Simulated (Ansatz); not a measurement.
**BeH4: a changed input and its effect**

System: BeH4 (Im-3m, 5 atoms in the cell).
Method of the first run: DFT, LDA, plane waves, PAW, no spin polarisation (Ansatz 0.2.0).

The structure was made by a generator, so it may or may not be a known phase. Text and figures count atoms from 1; the logs count them from 0 in places.

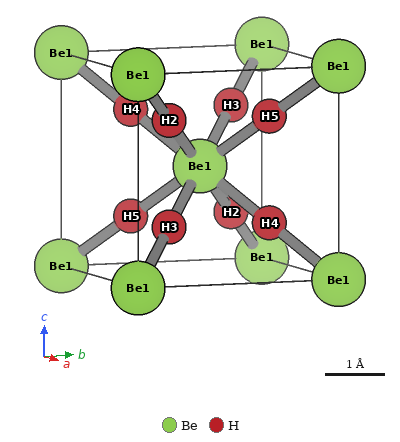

**Figure 1.** The input geometry (ball-and-stick view of the cell 2 times as large as that of the calculation, set on its symmetry axes, seen slightly off an axis; atoms are numbered from 1 in the order of the input).

**The input, the first run**
```yaml
crystal:
  lattice:
    - [-1.8290742536, 1.8290742536, 1.8290742536]
    - [1.8290742536, -1.8290742536, 1.8290742536]
    - [1.8290742536, 1.8290742536, -1.8290742536]
  atoms:
    - { symbol: Be, position: [0.0, 0.0, 0.0] }
    - { symbol: H, position: [0.0, 0.5, 0.0] }
    - { symbol: H, position: [0.5, 0.0, 0.0] }
    - { symbol: H, position: [0.0, 0.0, 0.5] }
    - { symbol: H, position: [0.5, 0.5, 0.5] }
kpoints:
  mp_grid: { grid: [14, 14, 14] }
hamiltonian:
  xc: lda
scf:
  occupations: { method: gaussian, width: 0.1 }
  n_extra_bands: 8
output:
  forces: true
  eigenvalues: true
  stress: true
```

Command:
```bash
ansatz run input.yaml --threads 1 --pin off --max-ram 2048MiB --backend cpu --events-out ev --progress --plain --runs-dir out
```

Hardware: 1 thread of Arm Neoverse V1, 24 GiB of memory available, shared host.

**Output, shortened to warnings, some set-up lines, iterations and results (the first run)**
```
Basis set: ecut = 420 eV, 459 PW (Γ)
Symmetry: 48 space group operations
k-points: 104 of 2744
Initial density: superposition of atomic densities (neutral atoms: chi_scale 0, normalization atom), corrected by the library's trained network
[...]
SCF iter   1: F=—  HF=-148.391762 eV  |F-HF|=—  |Δ(HF+E_count)|=         —  Δρ=1.49e-2  dr2=3.25e-2  ethr=1.77e-3  ⟨swp⟩=5.2  Hψ=7331  notcnv=0  defer=118
SCF iter   2: F=—  HF=-148.382085 eV  |F-HF|=—  |Δ(HF+E_count)|=   9.68e-3  Δρ=6.02e-3  dr2=5.05e-3  ethr=5.42e-4  ⟨swp⟩=1.0  Hψ=1976  notcnv=0  defer=133
SCF iter   3: F=—  HF=-148.380522 eV  |F-HF|=—  |Δ(HF+E_count)|=   1.56e-3  Δρ=2.93e-4  dr2=1.93e-5  ethr=8.42e-5  ⟨swp⟩=1.7  Hψ=1048  notcnv=0  defer=133
SCF iter   4: F=—  HF=-148.380515 eV  |F-HF|=—  |Δ(HF+E_count)|=   6.88e-6  Δρ=2.35e-5  dr2=1.64e-7  ethr=3.22e-7  ⟨swp⟩=2.1  Hψ=1176  notcnv=0  defer=133
SCF iter   5: F=-148.380515 eV  HF=-148.380515 eV  |F-HF|=1.39e-10  |Δ(HF+E_count)|=   7.08e-8  Δρ=1.74e-6  dr2=2.72e-10  ethr=2.73e-9  ⟨swp⟩=2.1  Hψ=1184  notcnv=0  defer=133
SCF iter   6: F=-148.380515 eV  HF=-148.380515 eV  |F-HF|=1.14e-13  |Δ(HF+E_count)|=  2.00e-10  Δρ=4.99e-8  dr2=2.66e-13  ethr=4.53e-12  ⟨swp⟩=4.7  Hψ=4728  notcnv=0
SCF 1 converged in 6 iterations: F = -148.380515 eV  dr2 = 2.66e-13
SCF converged after 6 iterations
Free energy (F): -148.380515 eV
Harris-Foulkes:  -148.380515 eV  (|F-HF|=1.14e-13)
Internal energy: -148.378922 eV  (E = F + TS)
E sigma→0 (E₀):  -148.379719 eV
Entropy (-TS):   -0.001593 eV (-0.319 meV/atom)
Fermi energy:    2.183921 eV
--- Per-component energies (eV) ---
  E_band       = -15.679780
  E_kinetic    = 71.279407
  E_local      = -38.577279  (includes V_loc(G=0)·N_el)
  E_nonlocal   = 9.979841
  E_hartree    = 5.247419
  E_xc         = -53.657096
  E_vxc        = -65.249037  (∫ρ·V_xc dr)
  E_paw        = -56.726163  (= ΣΔE_a)
  E_vpaw       = -3.603349  (= ΣTr[D̂ρ^β])
  E_aug_tail   = -0.004200  (compensation charges beyond the density's cutoff)
  E_ewald      = -85.951138
  E_core_change = 0.030287  (= ΣΔE_core)
  E_smearing   = -0.001593  (= −TS)
  E_closure    = 0.000000  (closes the sum)
  Σ components = -148.380515   (vs F -148.380515, Δ=0.00e0)
--- Forces (eV/Å), atoms counted from 1 ---
  atom   1  Be    -0.00000000     0.00000000     0.00000000
  atom   2  H      0.00000000    -0.00000000    -0.00000000
  atom   3  H      0.00000000    -0.00000000    -0.00000000
  atom   4  H     -0.00000000     0.00000000    -0.00000000
  atom   5  H      0.00000000     0.00000000    -0.00000000
  max |Σ_I F_I| component: 3.12e-31 eV/Å
--- Stress (GPa, compression-positive) ---
       -3.289722      -0.000000      -0.000000
        0.000000      -3.289722      -0.000000
       -0.000000       0.000000      -3.289722
  P = ⅓ Tr σ = -3.2897 GPa (-32.897 kbar)
```

For the second run the input was changed thus:
```diff
+basis:
+  ecutwfc: "500 eV"
-  xc: lda
+  xc: pbe
-  n_extra_bands: 8
```

What does this change do to the results?

The total energies belong to different methods, so their difference says nothing on which is more stable or more accurate. The pressure goes from −3.29 to 0.00 GPa. The functional changes from LDA to PBE. The number of SCF iterations is the same. The plane waves at Γ go from 459 to 627.

**Output, shortened to warnings, some set-up lines, iterations and results (the second run)**
```
Basis set: ecut = 500 eV, 627 PW (Γ), exchange–correlation on 48×48×48 points (8 copies of the dense FFT grid, shifted against one another)
Symmetry: 48 space group operations
k-points: 104 of 2744
Initial density: superposition of atomic densities (neutral atoms: chi_scale 0, normalization atom), corrected by the library's trained network
[...]
SCF iter   1: F=—  HF=-153.400075 eV  |F-HF|=—  |Δ(HF+E_count)|=         —  Δρ=4.89e-3  dr2=4.00e-3  ethr=1.77e-3  ⟨swp⟩=5.0  Hψ=6345  notcnv=0
SCF iter   2: F=—  HF=-153.399480 eV  |F-HF|=—  |Δ(HF+E_count)|=   5.95e-4  Δρ=2.05e-3  dr2=6.55e-4  ethr=6.66e-5  ⟨swp⟩=1.0  Hψ=1664  notcnv=0
SCF iter   3: F=—  HF=-153.399527 eV  |F-HF|=—  |Δ(HF+E_count)|=   4.73e-5  Δρ=1.71e-4  dr2=4.87e-6  ethr=1.09e-5  ⟨swp⟩=2.1  Hψ=1053  notcnv=0
SCF iter   4: F=—  HF=-153.399509 eV  |F-HF|=—  |Δ(HF+E_count)|=   1.81e-5  Δρ=1.43e-5  dr2=5.95e-8  ethr=8.11e-8  ⟨swp⟩=2.4  Hψ=1049  notcnv=0
SCF iter   5: F=-153.399509 eV  HF=-153.399509 eV  |F-HF|=6.74e-10  |Δ(HF+E_count)|=   1.66e-8  Δρ=1.52e-6  dr2=2.20e-10  ethr=9.92e-10  ⟨swp⟩=2.4  Hψ=1052  notcnv=0
SCF iter   6: F=-153.399509 eV  HF=-153.399509 eV  |F-HF|=1.73e-12  |Δ(HF+E_count)|=  7.60e-10  Δρ=7.29e-8  dr2=6.76e-13  ethr=3.67e-12  ⟨swp⟩=3.3  Hψ=3251  notcnv=0
SCF 1 converged in 6 iterations: F = -153.399509 eV  dr2 = 6.76e-13
SCF converged after 6 iterations
Free energy (F): -153.399509 eV
Harris-Foulkes:  -153.399509 eV  (|F-HF|=1.73e-12)
Internal energy: -153.397816 eV  (E = F + TS)
E sigma→0 (E₀):  -153.398662 eV
Entropy (-TS):   -0.001693 eV (-0.339 meV/atom)
Fermi energy:    2.190057 eV
--- Per-component energies (eV) ---
  E_band       = -15.391154
  E_kinetic    = 72.341037
  E_local      = -39.773033  (includes V_loc(G=0)·N_el)
  E_nonlocal   = 10.069091
  E_hartree    = 5.615824
  E_xc         = -54.333442
  E_vxc        = -65.615049  (∫ρ·V_xc dr)
  E_paw        = -61.364591  (= ΣΔE_a)
  E_vpaw       = -3.643284  (= ΣTr[D̂ρ^β])
  E_aug_tail   = -0.001564  (compensation charges beyond the density's cutoff)
  E_ewald      = -85.951138
  E_smearing   = -0.001693  (= −TS)
  E_closure    = 0.000000  (closes the sum)
  Σ components = -153.399509   (vs F -153.399509, Δ=0.00e0)
--- Forces (eV/Å), atoms counted from 1 ---
  atom   1  Be    -0.00000000     0.00000000     0.00000000
  atom   2  H      0.00000000    -0.00000000     0.00000000
  atom   3  H      0.00000000    -0.00000000    -0.00000000
  atom   4  H      0.00000000     0.00000000    -0.00000000
  atom   5  H      0.00000000    -0.00000000     0.00000000
  max |Σ_I F_I| component: 2.05e-31 eV/Å
--- Stress (GPa, compression-positive) ---
       -0.000570      -0.000000      -0.000000
        0.000000      -0.000570      -0.000000
       -0.000000      -0.000000      -0.000570
  P = ⅓ Tr σ = -0.0006 GPa (-0.006 kbar)
```

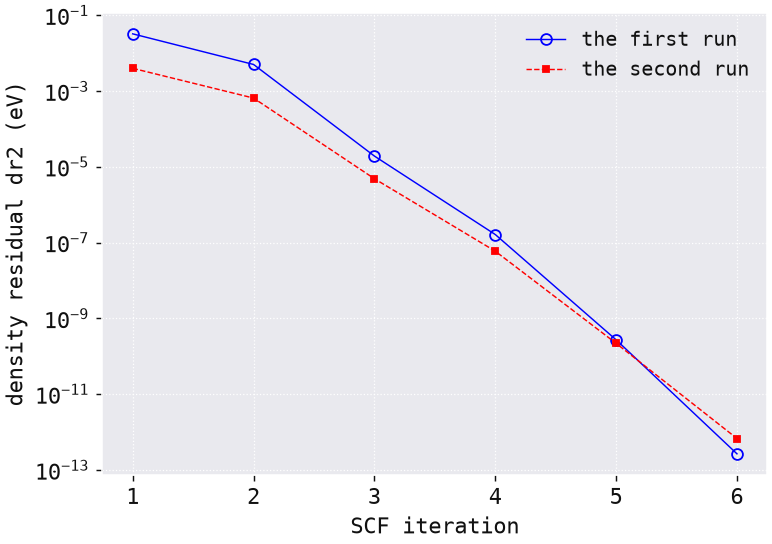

**Figure 2.** Convergence of the two runs: density residual dr2 against the SCF iteration. The first run takes 6 iterations in all, and the second run takes 6.

**The two runs side by side**

```csv
quantity,the first run,the second run
outcome,converged,converged
free energy per atom (eV),−29.6761,−30.6799
gap on the mesh (eV),0.00,0.00
pressure (GPa),−3.29,0.00
largest force (eV/Å),0.000,0.000
SCF iterations,6,6
irreducible k-points,104,104
plane waves at Γ,459,627
wall time (shared host),1.6 s,1.5 s
```
